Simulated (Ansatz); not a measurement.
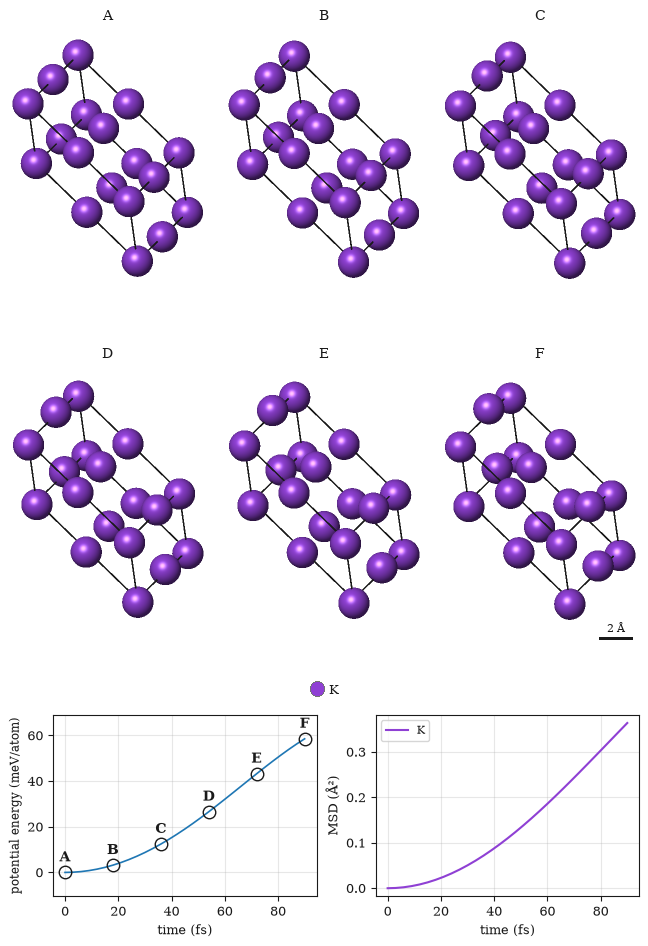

Molecular dynamics of a 4-atom cell of K (set up in Im-3m), 90 fs long. Frames (A at 0 fs, B at 18 fs, C at 36 fs, D at 54 fs, E at 72 fs, F at 90 fs) and the history of the run. Style: spheres-only. Shown: the simulation cell, slightly off an axis.

The calculation used DFT, r2SCAN, PAW with Ansatz's default frozen-core files, scalar-relativistic in Ansatz 0.2.0. Settings: plane-wave cutoff 500 eV; k-point mesh 3 × 3 × 5; Fermi-Dirac smearing 0.08 eV; constant energy (NVE); velocities drawn for 1200 K; time step 3 fs.

Q: What do the frames and curves show?

A: Over the second half the temperature averages 798 K (spread ±128 K). The potential energy is still drifting at the end, so the run hasn't reached equilibrium. The potential energy in the second half lies on average 39.0 meV per atom above the first frame. The mean pressure there is 0.2 GPa. In the second half of the run the atoms are, in the root-mean-square, this far from where they began (common drift taken out): K 0.48 Å. The run lasts only 90 fs, too short to tell vibration from diffusion. The total energy stays between 0 and 0.02 meV per atom of its start. A straight-line fit has a slope that amounts to +0.019 meV per atom over 90 fs (under 0.1 % of the mean kinetic energy), and the ripple about it is under 0.1 % of the kinetic energy's fluctuation. With a drift under 2 % and a ripple under 7 %, the integration is accurate.
